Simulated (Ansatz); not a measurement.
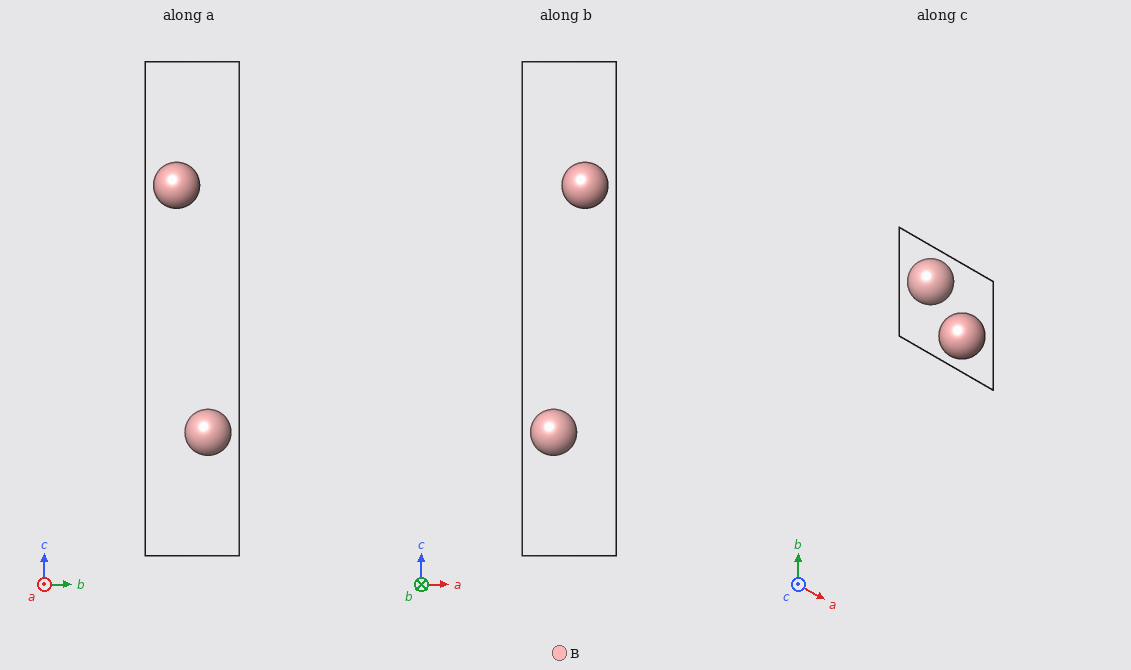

A ball-and-stick rendering, viewed along the a axis, along the b axis and along the c axis. The frame is the conventional unit cell; atoms at its boundary are shown with their periodic copies.

Lattice parameters: a = 1.708 Å, b = 1.708 Å, c = 7.766 Å, α = 90.00°, β = 90.00°, γ = 120.00°. Put a along x and b in the xy plane.

### Record the structure as a POSCAR file.

```
B
1.0
     1.708    0.000    0.000
    -0.854    1.479    0.000
     0.000    0.000    7.766
B
2
Direct
  0.3333 0.6667 0.2500
  0.6667 0.3333 0.7500
```

The structure comes from a structure type filled with this element by a generator (whether the element takes this form wasn't checked). Earlier steps of the study may have refined or changed the cell and positions. Ansatz was used for an electronic-structure calculation on it.
